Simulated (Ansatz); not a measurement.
**Mending a geometry relaxation on ZrO$_{2}$**

System: ZrO$_{2}$ (Fm-3m, 3 atoms in the cell).
Method of the first run: DFT, PBEsol, plane waves, PAW, Ueff = 4 eV on O f (Ansatz 0.2.0).

The structure derives from an entry of the Crystallography Open Database. Text and figures count atoms from 1; the logs count them from 0 in places.

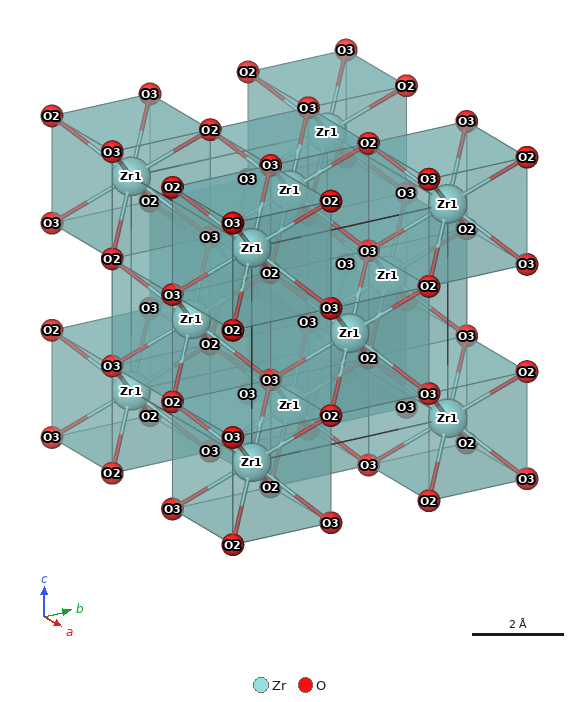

Figure 1. The structure as given in the input (polyhedral view of the cell 4 times as large as that of the calculation, set on its symmetry axes, seen at an oblique angle; polyhedra are completed across the faces of the cell; atoms are numbered from 1 in the order of the input).

Input file, the first run:
```yaml
crystal:
  lattice:
    - [0.0, 2.5320190108, 2.5320190108]
    - [2.5320190108, 0.0, 2.5320190108]
    - [2.5320190108, 2.5320190108, 0.0]
  atoms:
    - { symbol: Zr, position: [0.0, 0.0, 0.0] }
    - { symbol: O, position: [0.25, 0.25, 0.25] }
    - { symbol: O, position: [0.75, 0.75, 0.75] }
basis:
  ecutwfc: 420
kpoints:
  mp_grid: { grid: [8, 8, 8] }
hamiltonian:
  xc: pbesol
  hubbard: { sites: [{ species: O, l: f, u_eff: 4.0 }] }
scf:
  occupations: { method: fixed }
  max_iter: 75
output:
  forces: true
  eigenvalues: true
  stress: true
relax:
  adjacent_minimum: "off"
  f_tol: 0.001
  max_steps: 60
  cell: { stress_tol: 0.02, p_target: 6.0 }
```

Command:
```bash
ansatz run input.yaml --threads 1 --pin off --max-ram 3072MiB --backend cpu --events-out ev --progress --plain --runs-dir out
```

Hardware: 1 thread of Intel Xeon @ 2.50GHz (Skylake/Cascade Lake), 189 GiB of memory available, shared host.

Output (the first run):
```
Error: inconsistent input (hamiltonian.hubbard.sites[].l, hamiltonian.hubbard.sites[].shell): the file of O doesn't list 4f, and it can't be added: PBE doesn't bind the shell 4f of the free atom, whose level lies at +1.15 eV. Type an atom or ion with it (hamiltonian.pseudopotentials.projection_atoms), take another file or name another shell
```

**Diagnose this run and give a change of the input that cures it.**

A setting was made wrong on purpose: a U on a shell that isn't there (`hamiltonian.hubbard`). The program refused the input: “inconsistent input (hamiltonian.hubbard.sites[].l, hamiltonian.hubbard.sites[].shell): the file of O doesn't list 4f, and it can't be added: PBE doesn't bind the shell 4f of the free atom, whose level lies at +1.15 eV …”

A run of the same system that converges differs from this input as follows (lines with − go, lines with + come):
```diff
-  hubbard: { sites: [{ species: O, l: f, u_eff: 4.0 }] }
-  max_iter: 75
```

Output, shortened to warnings, some set-up lines, iterations and results (the second run):
```
Basis set: ecut = 420 eV, 609 PW (Γ), exchange–correlation on 48×48×48 points (8 copies of the dense FFT grid, shifted against one another)
Symmetry: 48 space group operations
k-points: 29 of 512
Initial density: superposition of atomic densities (neutral atoms: chi_scale 0, normalization atom), corrected by the library's trained network
[...]
SCF iter   1: F=—  HF=-5255.646723 eV  |F-HF|=—  |Δ(HF+E_count)|=         —  Δρ=1.65e-2  dr2=7.10e-2  ethr=1.77e-3  ⟨swp⟩=4.0  Hψ=2024  notcnv=0  defer=58
SCF iter   2: F=—  HF=-5255.637689 eV  |F-HF|=—  |Δ(HF+E_count)|=   9.03e-3  Δρ=1.13e-2  dr2=3.57e-2  ethr=2.96e-4  ⟨swp⟩=2.0  Hψ=970  notcnv=0  defer=58
SCF iter   3: F=—  HF=-5255.628347 eV  |F-HF|=—  |Δ(HF+E_count)|=   9.34e-3  Δρ=1.38e-3  dr2=4.12e-4  ethr=1.49e-4  ⟨swp⟩=2.0  Hψ=702  notcnv=0  defer=58
SCF iter   4: F=—  HF=-5255.628302 eV  |F-HF|=—  |Δ(HF+E_count)|=   4.46e-5  Δρ=3.67e-4  dr2=1.53e-5  ethr=1.72e-6  ⟨swp⟩=2.0  Hψ=857  notcnv=0  defer=58
SCF iter   5: F=—  HF=-5255.628249 eV  |F-HF|=—  |Δ(HF+E_count)|=   5.35e-5  Δρ=4.82e-5  dr2=7.13e-7  ethr=6.38e-8  ⟨swp⟩=2.8  Hψ=867  notcnv=0
[... 38 lines ...]
SCF iter   4: F=—  HF=-5255.614961 eV  |F-HF|=—  |Δ(HF+E_count)|=   1.31e-9  Δρ=8.45e-7  dr2=1.54e-10  ethr=5.07e-11  ⟨swp⟩=2.2  Hψ=640  notcnv=0  defer=56
SCF iter   5: F=—  HF=-5255.614961 eV  |F-HF|=—  |Δ(HF+E_count)|=  3.18e-11  Δρ=1.77e-7  dr2=5.33e-12  ethr=1.00e-12  ⟨swp⟩=2.3  Hψ=710  notcnv=0  defer=56
SCF iter   6: F=-5255.614961 eV  HF=-5255.614961 eV  |F-HF|=0.00e0  |Δ(HF+E_count)|=  2.73e-12  Δρ=3.10e-8  dr2=1.08e-13  ethr=1.00e-12  ⟨swp⟩=8.1  Hψ=2309  notcnv=0
SCF 7 converged in 6 iterations: F = -5255.614961 eV  dr2 = 1.08e-13
relax step   7: F+E_penalty+E_count = -5255.61496128 eV  Δ(F+E_penalty+E_count) = +2.970e-4 eV  max|allowed force component| = 5.782e-18 eV/Å  Δτ_max = 0.0000 Å  P = +5.996 …
basis re-selected at this cell: Δ(F+E_penalty+E_count) = +2.970e-4 eV, ΔP = -0.004 GPa vs the last step (what re-selecting the basis moved, of the pressure what is left beyond the Pulay correction that the steps carried, after the strain that the cell walked since its last selection, with what the …
SCF converged after 6 iterations
Free energy (F): -5255.614961 eV
Harris-Foulkes:  -5255.614961 eV  (|F-HF|=0.00e0)
Internal energy: -5255.614961 eV  (E = F + TS)
E sigma→0 (E₀):  -5255.614961 eV
Fermi energy:    12.640017 eV
--- Per-component energies (eV) ---
  E_band       = -48.654442
  E_kinetic    = 689.411682
  E_local      = -1109.105068  (includes V_loc(G=0)·N_el)
  E_nonlocal   = 173.518968
  E_hartree    = 365.376092
  E_xc         = -309.566208
  E_vxc        = -381.839421  (∫ρ·V_xc dr)
  E_paw        = -3203.696883  (= ΣΔE_a)
  E_vpaw       = -151.397773  (= ΣTr[D̂ρ^β])
  E_aug_tail   = 0.004987  (compensation charges beyond the density's cutoff)
  E_ewald      = -1861.794827
  E_core_change = 0.236296  (= ΣΔE_core)
  E_smearing   = -0.000000  (= −TS)
  E_closure    = 0.000000  (closes the sum)
  Σ components = -5255.614961   (vs F -5255.614961, Δ=0.00e0)
--- Forces (eV/Å), atoms counted from 1 ---
  atom   1  Zr     0.00000000     0.00000000     0.00000000
  atom   2  O      0.00000000     0.00000000     0.00000000
  atom   3  O     -0.00000000     0.00000000    -0.00000000
  max |Σ_I F_I| component: 6.36e-18 eV/Å
--- Stress (GPa, compression-positive) ---
        5.996440      -0.000000      -0.000000
       -0.000000       5.996440       0.000000
       -0.000000       0.000000       5.996440
  P = ⅓ Tr σ = 5.9964 GPa (59.964 kbar)
--- Relaxed structure (5 steps of the walk, 5 accepted, 2 SCFs on fresh bases) ---
  F+E_penalty+E_count = -5255.61496128 eV   max|allowed force component| = 5.782e-18 eV/Å   (the final SCF, on the basis selected at the relaxed cell)
  cell:  # Å, volume = 31.7459 Å³
    - [-5.851716858953578e-35, 2.513155295481694, 2.513155295481694]
    - [2.513155295481694, 8.558638110754802e-36, 2.513155295481694]
    - [2.513155295481694, 2.513155295481694, -9.752860531714226e-36]
  atoms:
    - { symbol: Zr, position: [4.1431892825153956e-36, 5.579274810717942e-36, -1.4195787979933223e-36] }
    - { symbol: O, position: [0.25, 0.25, 0.25] }
[...]
```

The two runs side by side:

```tsv
quantity	the first run	the second run
outcome	refused	converged
free energy per atom (eV)	–	−1751.8717
gap on the mesh (eV)	–	3.39
pressure (GPa)	–	6.00
volume per atom (Å³)	–	10.58
largest force (eV/Å)	–	0.000
SCF iterations	–	34
irreducible k-points	–	29
```

Notes on the second run: The cell was relaxed to the target pressure of the input; what is minimised is then the enthalpy E + pV.
